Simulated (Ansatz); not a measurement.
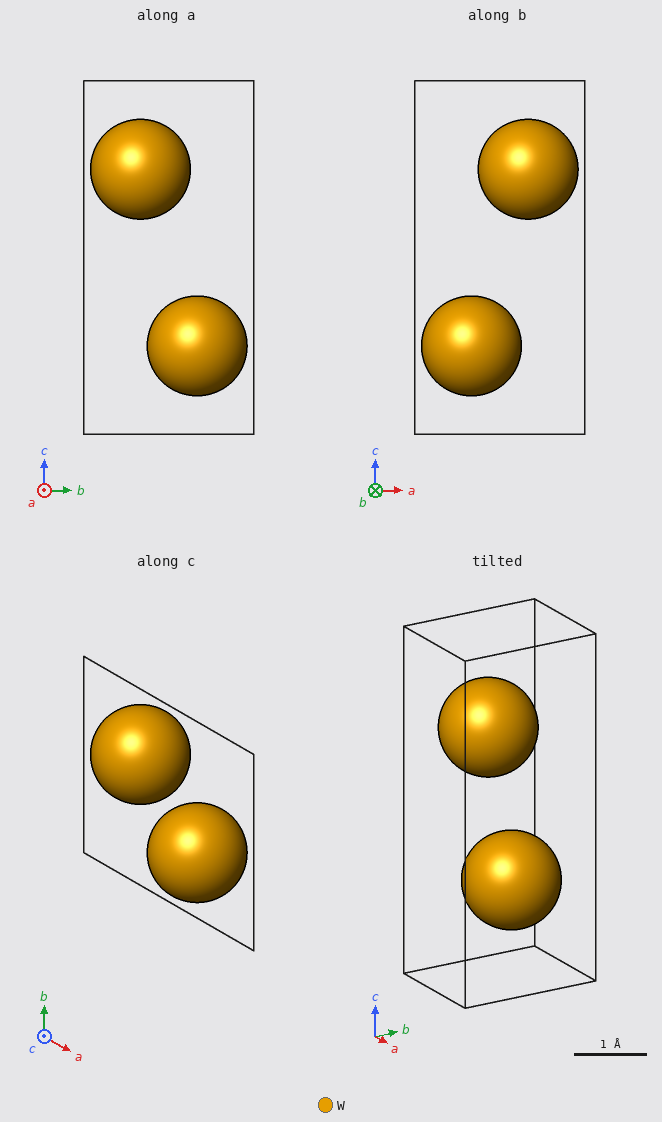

A spheres-only rendering, viewed along the a axis, along the b axis, along the c axis and slightly off an axis. The frame is the conventional unit cell; atoms at its boundary are shown with their periodic copies.

Lattice parameters: a = 2.7554 Å, b = 2.7554 Å, c = 4.9595 Å, α = 90.000°, β = 90.000°, γ = 120.000°.

**Write down what is shown as a CIF in P1 with every atom of the cell.**

```cif
data_structure
_symmetry_space_group_name_H-M 'P 1'
_symmetry_Int_Tables_number 1
_cell_length_a 2.7554
_cell_length_b 2.7554
_cell_length_c 4.9595
_cell_angle_alpha 90.000
_cell_angle_beta 90.000
_cell_angle_gamma 120.000
_cell_volume 32.61
loop_
_atom_site_label
_atom_site_type_symbol
_atom_site_fract_x
_atom_site_fract_y
_atom_site_fract_z
_atom_site_occupancy
W1 W 0.3333 0.6667 0.2500 1
W2 W 0.6667 0.3333 0.7500 1
```

The structure comes from a textbook structure type filled with this element (whether it is the usual form wasn't checked). A relaxation with Ansatz 0.2.0, DFT r2SCAN, scalar-relativistic, plane waves, PAW gave the geometry drawn.
